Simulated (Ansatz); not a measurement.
## Electronic structure of HfC in real space

```yaml
crystal:
  lattice:
    - [2.23781, 0.00000, 2.23781]
    - [2.41219, 0.00000, -2.41219]
    - [0.00000, 4.65000, 0.00000]
  atoms:
    - { symbol: Hf, position: [0.50000, 0.50000, 0.00000] }
    - { symbol: Hf, position: [0.00000, 0.00000, 0.50000] }
    - { symbol: C, position: [0.00000, 0.00000, 0.00000] }
    - { symbol: C, position: [0.50000, 0.50000, 0.50000] }
```

Space group Immm; changed on purpose from its base cell (strain -0.0750 x Voigt [0, 0, 0, 0, 1, 0], atoms carried along).

Computed with DFT PBE, scalar-relativistic, plane waves, PAW (Ansatz).

The density is the valence pseudo-density of a PAW calculation; it isn't the true density close to the nuclei.

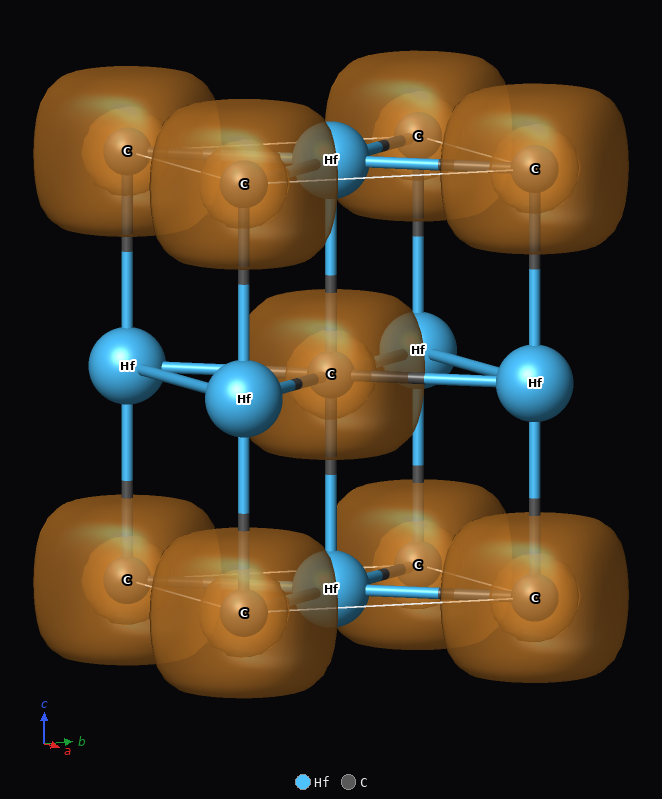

Figure 1. Isosurface of the ELF at 0.65 (orange), seen slightly off an axis. Only the valence region is drawn (cores and ρ < 0.01 e/Å³ removed). Sticks mark near contacts.

Describe the localisation domains.

Answer. At this value the surface marks out two regions wrapped around C (the valence shell of each), counted in one cell of 4 atoms. Any copies at cell faces, edges or corners count once.


Hf–C (2.33 Å): the ELF peaks at about 0.80 in the valence shell of C, 0.7 Å from its nucleus, and is about 0.25 at the midpoint (no shared electron pair shows on this line). Hf–Hf (3.16 Å): the ELF is about 0.20 at the midpoint: no localised pair shows between them.

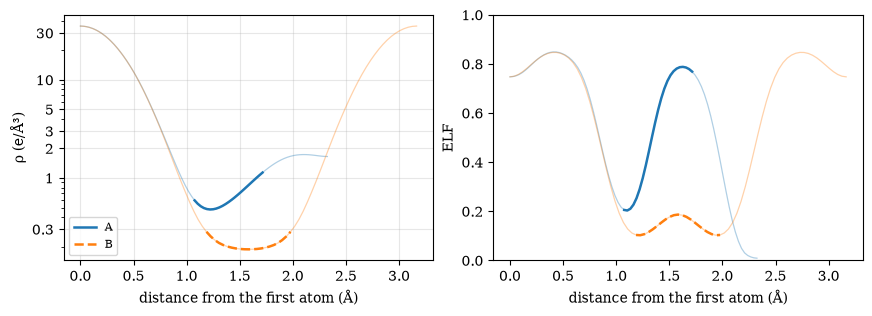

Figure 2. Valence charge density (pseudo) and ELF along straight lines between neighbouring atoms. Thin, pale parts lie inside the atomic spheres.

Which curve belongs to which contact (Hf–C and Hf–Hf)? The first atom named is at distance zero.

Answer. Curve A: Hf–C (2.33 Å): the density is about 0.49 e/Å³ at the midpoint; the ELF peaks at about 0.80 in the valence shell of C, 0.7 Å from its nucleus, and is about 0.25 at the midpoint (no shared electron pair shows on this line). Curve B: Hf–Hf (3.16 Å): the density is about 0.19 e/Å³ at the midpoint; the ELF is about 0.20 at the midpoint (no localised pair shows between them).

Metal or insulator at this level of theory?

Answer. It is gapless in this calculation (a metal or semimetal).
